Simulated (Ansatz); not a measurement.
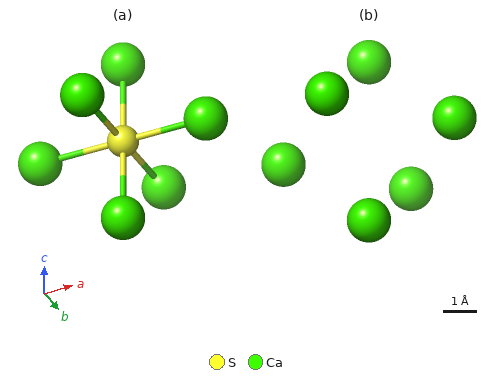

Left: perfect CaS. Right: the same region with one point defect, after relaxing the atoms in a supercell of 64 sites. The picture is a ball-and-stick view of the atoms within 3.3 Å of one point, seen from a free direction.

Level of theory: DFT, PBEsol, PAW, plane waves in Ansatz. Set-up: plane-wave cutoff 420 eV; k-point mesh 1 × 1 × 1; mesh shifted by (0.25, 0.25, 0.25); collinear spin. Fermi-Dirac smearing of 0.01 eV. A uniform background neutralises the charged cell. The axes drawn are those of the host's conventional cell.

> What kind of defect was made?

A sulfur atom is taken out (a vacancy).

The charge state of the cell is +1.

> How does the lattice respond?

Around the empty S site the host had 6 Ca at 2.82 Å; after relaxation the nearest atoms are 6 Ca at 2.90 to 2.91 Å. Of the host's atoms, a calcium atom moves furthest from its site, by 0.09 Å. The cell's net moment is 1.00 μB.

Limits of the set-up: the cell is charged, on a uniform background, and energies carry no finite-size correction.
